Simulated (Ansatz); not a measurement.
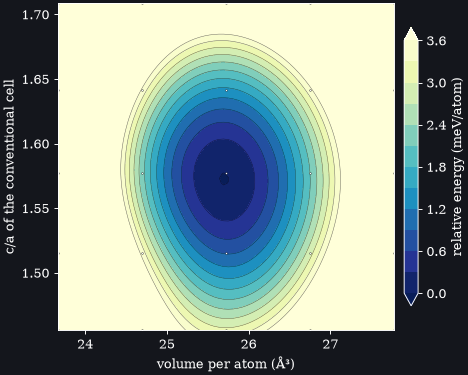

Hg (P6_3/mmc, No. 194; 2 atoms in the cell). 
- The energy is mapped over volume and the cell's shape.
- The first coordinate is: volume per atom; the second: c/a of the conventional cell.
- Nothing is relaxed (symmetry fixes all fractional coordinates).
- Grid: 5 × 5 points.
- Points are written as (first, second).
- Energies: meV/atom, counted from the lowest grid point.
- Level of theory: Ansatz, DFT PBE+D3(BJ), scalar-relativistic, plane waves, PAW. Settings: cutoff 420 eV, k-mesh 18×18×10 in the order of the run's cell vectors, gaussian smearing 0.15 eV, no spin polarisation.

Drawn: filled contours, dots at the grid points, one colour for all values above the top of the scale. Between grid points the surface is interpolated.

### Where is the minimum, and how stiff is the well along each coordinate?

The interpolated minimum is at volume per atom ≈ 25.66 Å³, c/a of the conventional cell ≈ 1.573. The curvatures there are about 0.0082 eV/(Å³)² and 1.2 eV, with a cross term of about 0.007 eV/Å³ (per cell of 2 atoms). Round the minimum the two coordinates are weakly coupled (coupling 0.07 in units of the two stiffnesses).
